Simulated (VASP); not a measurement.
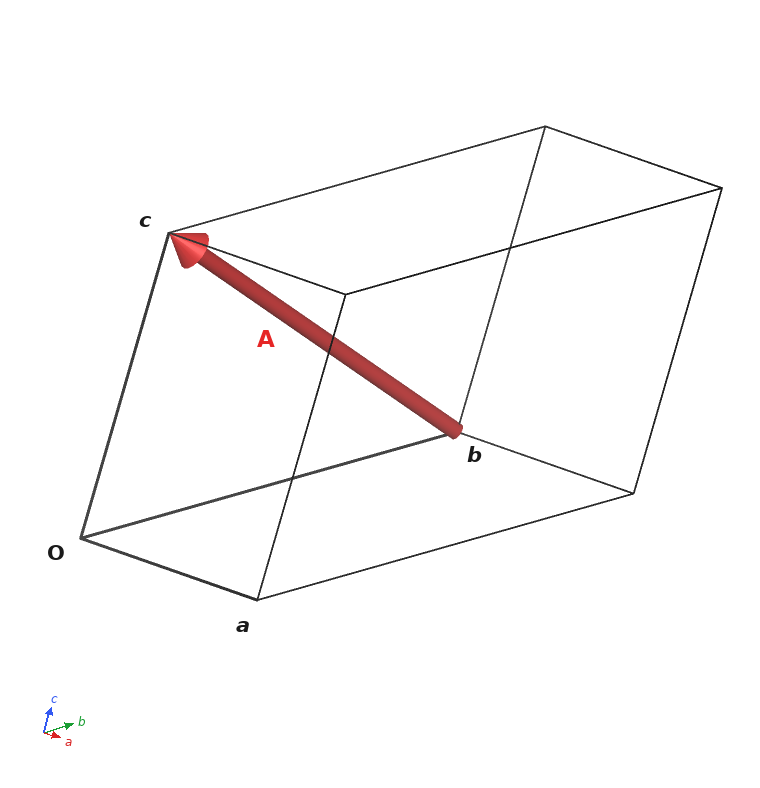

Crystal: As, a cell listed in the Materials Project, as set up for an electronic-structure calculation. The arrow starts at a corner of the unit cell and ends on its surface; where a tip isn't a corner, dashed lines run from it parallel to the axes. The drawing is computed from the coordinates (standard cell, symmetry found to 0.002 Å).

a = 3.824 Å, b = 3.824 Å, c = 3.824 Å, α = 60.00°, β = 60.00°, γ = 60.00°.

> Give [uvw] of the arrow.

Arrow A runs from (0, 1, 0) to (0, 0, 1), so [0 −1 1].

> How long is the vector ua + vb + wc?

3.824 Å.
